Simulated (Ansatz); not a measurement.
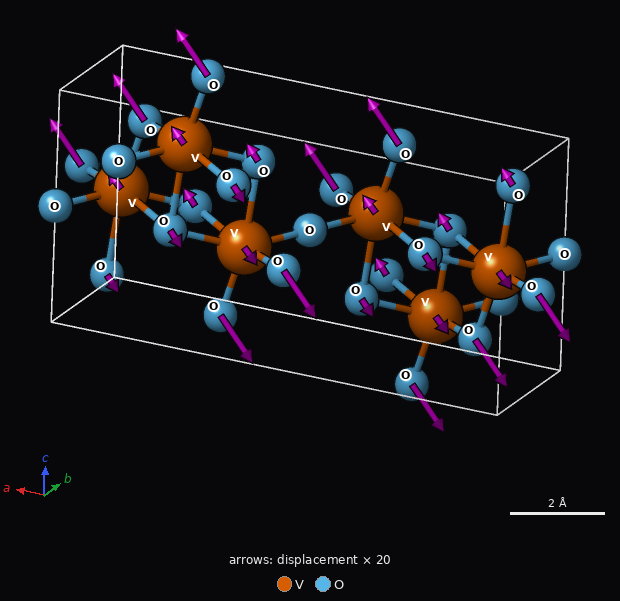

This is a relaxation of crystalline V2O5 (set up in C2/m). The starting structure is drawn; purple arrows show the displacements (the part carried along by the change of the cell is left out), 20 times their true length.

A ball-and-stick model of the conventional cell (2 times the calculation's cell), seen from a free direction. Lengths and directions refer to the drawn axes.

Case: volume × 0.97, shape and atoms relaxed.

All numbers below come from DFT r2SCAN, scalar-relativistic, plane waves, PAW in Ansatz 0.2.0.

Input file:
```yaml
crystal:
  lattice:
    - [5.4455284938, -1.4221827807, 0.2243486774]
    - [5.4455284938, 1.4221827807, 0.2243486774]
    - [-0.4313541709, 0.0, 5.429808822]
  atoms:
    - { symbol: V, position: [0.145416289, 0.145416289, 0.3687618818] }
    - { symbol: V, position: [0.854583711, 0.854583711, 0.6312381182] }
    - { symbol: O, position: [0.0, 0.0, 0.5] }
    - { symbol: O, position: [0.6237811356, 0.6237811356, 0.1805694231] }
    - { symbol: O, position: [0.3762188644, 0.3762188644, 0.8194305769] }
    - { symbol: O, position: [0.311306291, 0.311306291, 0.3761299959] }
    - { symbol: O, position: [0.688693709, 0.688693709, 0.6238700041] }
basis:
  ecutwfc: 500
kpoints:
  mp_grid: { grid: [10, 10, 6] }
hamiltonian:
  xc: r2scan
scf:
  occupations: { method: gaussian, width: 0.02 }
output:
  forces: true
  stress: true
  eigenvalues: true
relax:
  adjacent_minimum: "off"
  f_tol: 0.01
  max_steps: 30
  cell: { stress_tol: 0.1, fix: [volume] }
```

Run as
```bash
ansatz run input.yaml --threads 2 --pin off --max-ram 5120MiB --backend cpu --events-out ev --progress --plain --runs-dir out
```

Q: Which element moves most?

A: Oxygen: up to 0.064 Å, against 0.025 Å for vanadium.

Q: Describe the change and its energy.

A: The largest moves relative to the cell, 0.064 Å, are those of O4 and O5. O5 goes along [1 0 2]. By element the largest moves are O 0.064 Å, V 0.025 Å. The drawn cell changes at constant volume: a 10.900 → 11.012 Å (+1.0 %), b 2.844 → 2.870 Å (+0.9 %), c 5.447 → 5.350 Å (−1.8 %), β 92.2° → 93.6°. Near-neighbour distances that change, for instance: V1–V2 3.003 → 3.031 Å, V1–V1 2.844 → 2.870 Å, V1–O6 1.807 → 1.827 Å, V1–O7 2.031 → 2.049 Å. The space group stays C2/m (No. 12). After 5 accepted moves (6 points after the start) the energy has fallen by 6.9 meV per atom. Largest force component: 0.62 eV/Å at the start, 0.0064 eV/Å at the end. The pressure goes from 6.51 to 0.44 GPa. At 1 point the geometry stayed and the basis and grid were re-selected for the new cell (energy shift of less than 0.05 meV per atom at most each time). Cost: 2.9 min on 2 threads of Arm Neoverse V2, on a shared host, peak memory 1.1 GiB.
